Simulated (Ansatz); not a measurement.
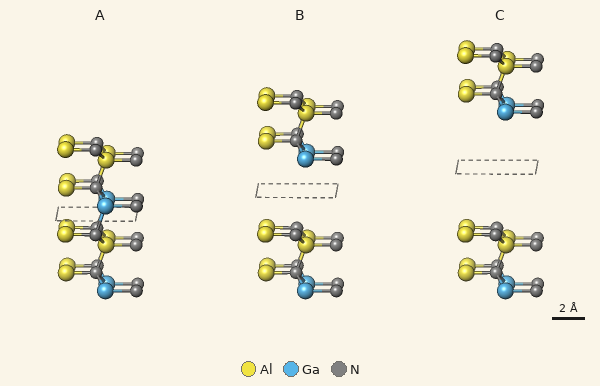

Frames of a one-coordinate scan of solid Al$_{3}$GaN$_{4}$ (Pm). Style: ball-and-stick. Shown: the layers on both sides of the dashed plane, from the side, nearly along that plane.

Level of theory: DFT r2SCAN, scalar-relativistic, plane waves, PAW in Ansatz 0.2.0. (plane-wave cutoff 500 eV; k-point mesh 5 × 7 × 2; occupations gaussian; smearing width 0.05 eV; no spin polarisation). Energies (free energies at the smearing named) are counted from the relaxed crystal.

**Which coordinate changes from frame to frame?**

The crystal is pulled apart rigidly along the normal of the (0 0 1) plane of the conventional cell, at a cut between a plane of Al/N below and one of Ga/N above, 1.81 Å apart. In the frames the opening is 0.00 Å (A), 3.00 Å (B), 6.00 Å (C). One cut stands in each cell, which starts 10.8 Å high; nothing is relaxed, and the dashed outline marks the cut. Their energies are 0.00 J/m², 5.33 J/m², 5.45 J/m².
